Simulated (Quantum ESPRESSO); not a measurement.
## A series of single points on Sn

System: Sn (Immm, 1 atom in the cell).
Method: Kohn-Sham DFT of a periodic cell, r2SCAN, SG15 PBE 1.2, no spin polarisation (Quantum ESPRESSO 7.5).

The 7 runs differ only in the geometry, by an even scaling of the cell at fixed fractional positions. The structure derives from a Materials Project entry.

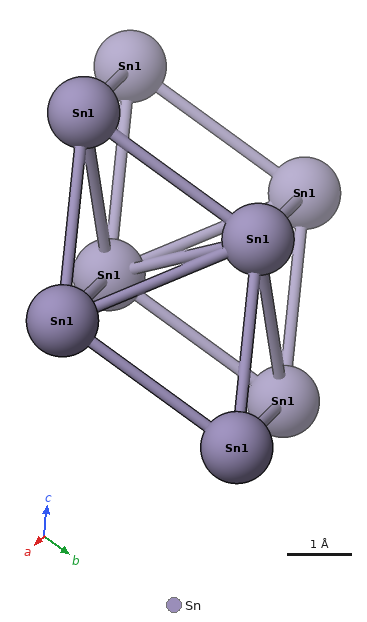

Figure 1. The structure of run 4 (ball-and-stick view of the cell of the calculation, seen slightly off an axis; atoms are numbered from 1 in the order of the input). An atom can appear more than once, as a periodic image.

**Input of run 4**
```
&CONTROL
  calculation = 'scf'
  prefix = 'pwscf'
  outdir = './tmp'
  pseudo_dir = './pseudo'
  tprnfor = .true.
  tstress = .true.
  disk_io = 'nowf'
/
&SYSTEM
  ibrav = 0
  nat = 1
  ntyp = 1
  ecutwfc = 70
  nbnd = 13
  input_dft = 'r2scan'
  occupations = 'smearing'
  smearing = 'fd'
  degauss = 0.00367493
  nosym = .true.
  nr1 = 36
  nr2 = 36
  nr3 = 36
/
&ELECTRONS
  conv_thr = 1d-08
  electron_maxstep = 120
  mixing_beta = 0.5
/
ATOMIC_SPECIES
Sn   118.7100 Sn_ONCV_PBE-1.2.upf
CELL_PARAMETERS angstrom
  -1.7265390000    1.7755470000    2.3383420000
   1.7265390000   -1.7755470000    2.3383420000
   1.7265390000    1.7755470000   -2.3383420000
ATOMIC_POSITIONS crystal
Sn     0.0000000000    0.0000000000    0.0000000000
K_POINTS automatic
9 9 9 0 0 0
```

Command:
```bash
OMP_NUM_THREADS=1 mpirun -n 2 pw.x -nk 2 -in pw.in > pw.out
```

Run 6 differs from it as follows:
```diff
-  -1.7265390000    1.7755470000    2.3383420000
-   1.7265390000   -1.7755470000    2.3383420000
-   1.7265390000    1.7755470000   -2.3383420000
+  -1.7492592239    1.7989121400    2.3691131866
+   1.7492592239   -1.7989121400    2.3691131866
+   1.7492592239    1.7989121400   -2.3691131866
```

**Results, with one run withheld**

```csv
run,volume per atom (Å³),"free energy per atom, from the lowest run given (meV)",pressure (GPa)
1,26.953,0.00,−0.09
2,27.526,2.14,−1.16
3,28.100,7.91,−2.12
4,28.673,16.93,−2.97
5,29.247,28.85,−3.74
6,29.820,?,?
7,30.394,60.15,−5.02
```

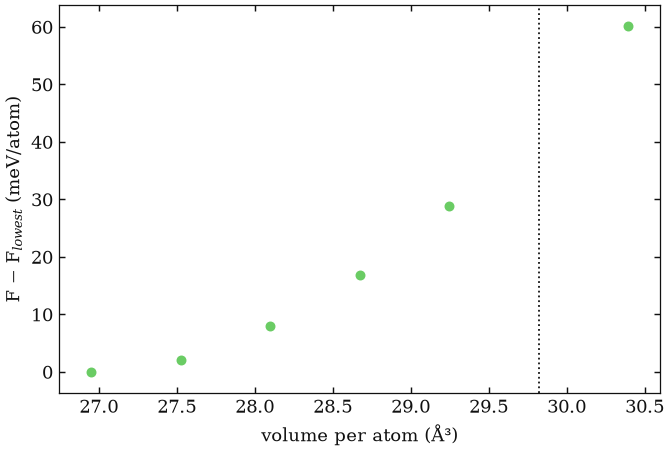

Figure 2. Free energy per atom of the runs given; the dotted line marks run 6.

Estimate the energy of run 6 from the others.

A cubic polynomial in V^(−2/3) (the Birch–Murnaghan form), fitted to the 6 runs given, misses them by at most 0.01 meV per atom. With x = V^(−2/3) − 0.10732 Å⁻², it reads F = 12.947 − 6470.7 x + 8.0269e+05 x² + 1.3947e+06 x³ (meV per atom). At run 6 it gives 43.33 meV per atom, and the run itself gives 43.35. The slope of the fit gives a pressure −dF/dV of −4.38 GPa there, and the run prints −4.42 GPa. The fit has no minimum inside this range.

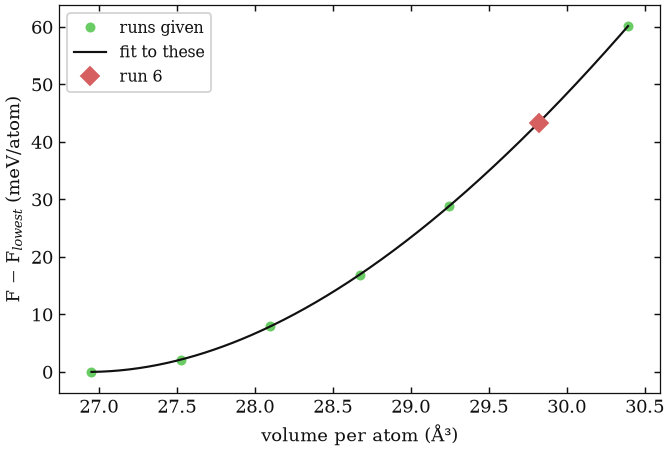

Figure 3. The fit and the withheld run.

**Some lines of the output (run 6)**
```
[...]
     unit-cell volume          =     201.2364 (a.u.)^3
     number of k points=   365  Fermi-Dirac smearing, width (Ry)=  0.0037
     total energy              =    -119.81234654 Ry
     total energy              =    -119.90081786 Ry
     total energy              =    -119.90453467 Ry
     total energy              =    -119.90464839 Ry
     total energy              =    -119.90466874 Ry
     total energy              =    -119.90466950 Ry
     total energy              =    -119.90466960 Ry
     the Fermi energy is    11.0831 ev
!    total energy              =    -119.90466961 Ry
     The total energy is F=E-TS. E is the sum of the following terms:
     Computing stress (Cartesian axis) and pressure
          total   stress  (Ry/bohr**3)                   (kbar)     P=      -44.16
```

Notes: Further notes kept with the run: potentials made for another functional. Points of doubt noted for this run: potentials made for another functional.
